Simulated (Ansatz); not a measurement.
## Electronic structure of B3P in real space

Input

```
crystal:
  lattice:
    - [5.3091964799, 0.0, 0.0]
    - [0.0, 5.3091964799, 0.0]
    - [0.0, 0.0, 5.3091964799]
  atoms:
    - { symbol: B, position: [0.3516045678, 0.0, 0.0] }
    - { symbol: B, position: [0.6483954322, 0.0, 0.0] }
    - { symbol: B, position: [0.0, 0.3516045678, 0.0] }
    - { symbol: B, position: [0.0, 0.6483954322, 0.0] }
    - { symbol: B, position: [0.0, 0.0, 0.3516045678] }
    - { symbol: B, position: [0.0, 0.0, 0.6483954322] }
    - { symbol: P, position: [0.0, 0.0, 0.0] }
    - { symbol: P, position: [0.5, 0.5, 0.5] }
basis:
  ecutwfc: 420
kpoints:
  mp_grid: { grid: [8, 8, 8] }
hamiltonian:
  xc: pbe
scf:
  occupations: { method: gaussian, width: 0.1 }
output:
  forces: true
  stress: true
  eigenvalues: true
  write_density: true
  write_potential: true
  elf: true
  volumetric_format: npy
relax:
  adjacent_minimum: "off"
  f_tol: 0.01
  max_steps: 80
  cell: { stress_tol: 0.05 }
```

Launched as:

```sh
ansatz run input.yaml --threads 1 --pin off --max-ram 2560MiB --backend cpu --events-out ev --progress --plain --runs-dir out
```

Below, planes, directions and counts refer to the conventional cell (a = 5.30 Å, b = 5.30 Å, c = 5.30 Å, α = 90.00°, β = 90.00°, γ = 90.00°).

The fields are those of the relaxed geometry.

Space group Pm-3m; a structure generated by program, which may or may not match a known phase.

The calculation used DFT PBE, scalar-relativistic, plane waves, PAW in Ansatz.

Core electrons are frozen (PAW), and the valence fields are smoothed inside the atomic spheres.

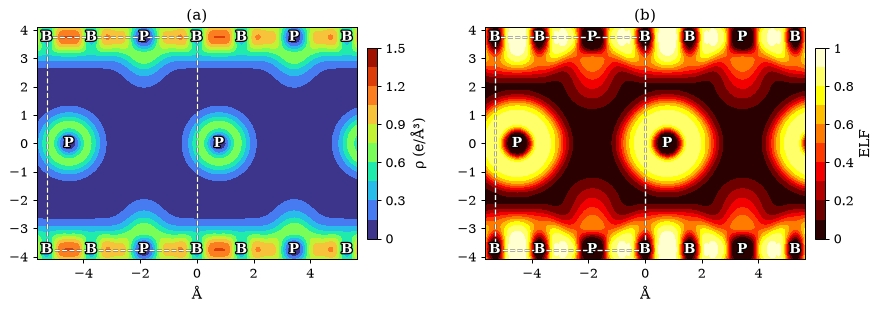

Figure 1. (a) valence pseudo-density; (b) electron localisation function on the (011) plane of the conventional cell.

Question: Read the bonding off the picture.

Answer: The section cuts through B and P sites. B–B (1.58 Å): the density is about 1.2 e/Å³ at the midpoint; the ELF peaks at about 0.95 between the atoms. B–P (1.86 Å): ρ is about 0.99 e/Å³ halfway; the ELF peaks at about 0.95 between the atoms. Between the atoms the lowest density in this plane is 0.01 e/Å³.

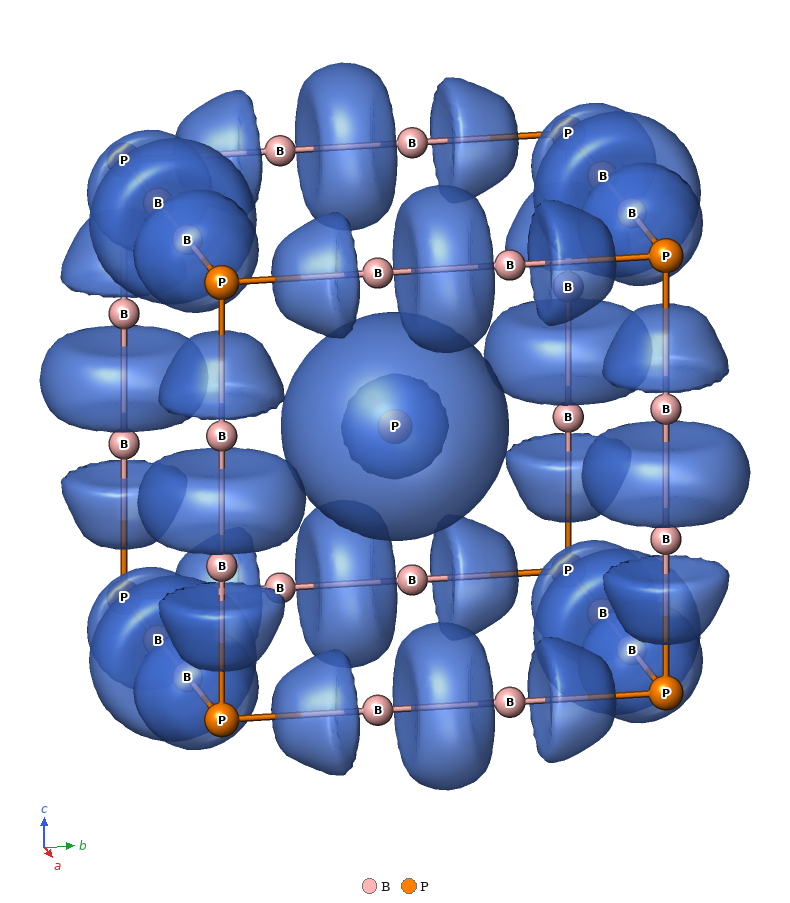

Figure 2. Isosurface of the ELF at 0.7 (blue), seen slightly off an axis. Only the valence region is drawn (cores and ρ < 0.01 e/Å³ removed). Sticks mark near contacts.

Question: Identify the bonds, lone pairs and shells in this picture.

Answer: The surface consists of three regions between bonded B–B atoms, six regions between bonded B–P atoms and one region wrapped around P (its valence shell), counted in one cell of 8 atoms. Any copies at cell faces, edges or corners count once.

Question: Metal or insulator at this level of theory?

Answer: It is metallic or semimetallic at this level of theory: no gap opens.
